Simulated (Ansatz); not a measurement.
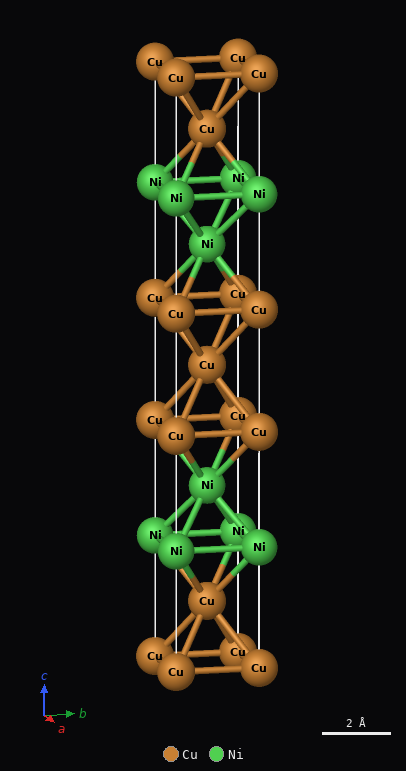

The image is a ball-and-stick drawing of a crystal, viewed slightly off an axis. The outline marks the conventional unit cell. Cell: a = 2.53 Å, b = 2.53 Å, c = 17.92 Å, α = 90.00°, β = 90.00°, γ = 90.00°.

Starting structure: a structure type filled with these elements by a generator (whether the compound takes this form wasn't checked). Earlier steps of the study may have refined or changed the cell and positions. A calculation with Ansatz used it as input.

**Summary of the structure:**

Formula: Cu3Ni2. The lattice is body-centred tetragonal and the space group I4/mmm (No. 139). With Z = 2, the cell contains 6 Cu, 4 Ni. The Ni atoms are each bonded to eight Ni and four Cu in a cuboctahedral arrangement (about 2.5 Å to Ni, 2.5 Å to Cu). Cu takes two kinds of site: 4e with eight Cu and four Ni in a cuboctahedral arrangement (about 2.6 Å to Cu, 2.5 Å to Ni); 2a with twelve Cu in a cuboctahedral arrangement at about 2.5 Å. The bonds build a three-dimensional framework.

Run with DFT PBE, scalar-relativistic, plane waves, PAW (Ansatz 0.2.0) and these settings: E_cut = 420 eV, k-points about 0.18 Å⁻¹ apart, Gaussian smearing of 0.1 eV, collinear spins.

**Which atoms carry magnetic moments in this run, and how do they order?**

The state reached is ferromagnetic. Sizes: Ni 0.5 μB; net moment 0.8 μB in the run's cell of 5 atoms.

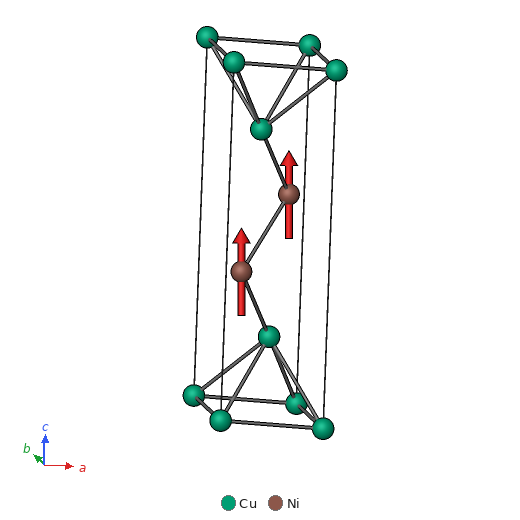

Site moments above 0.25 μB as arrows, small induced ones on non-metal atoms left out (red along the largest or up, blue against, purple across). The run's cell of 5 atoms is drawn in a reduced setting, so axes and origin can differ from the first picture.

**What is the band gap, if any?**

A metal: bands cross the Fermi level.

**Predict the Bader charges.**

Cu +0.01 e; Ni -0.02 e.

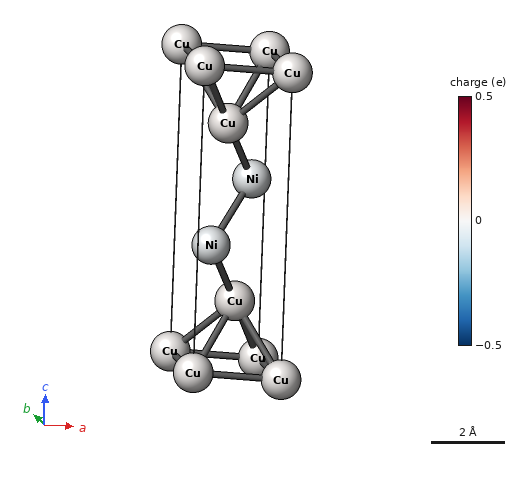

The atoms coloured by those charges. The run's cell of 5 atoms is drawn in a reduced setting, so axes and origin can differ from the first picture.

**Has the structure come to rest?**

Yes. All forces vanish to within 0.01 eV/Å. The pressure is 0.0 GPa, close to zero.
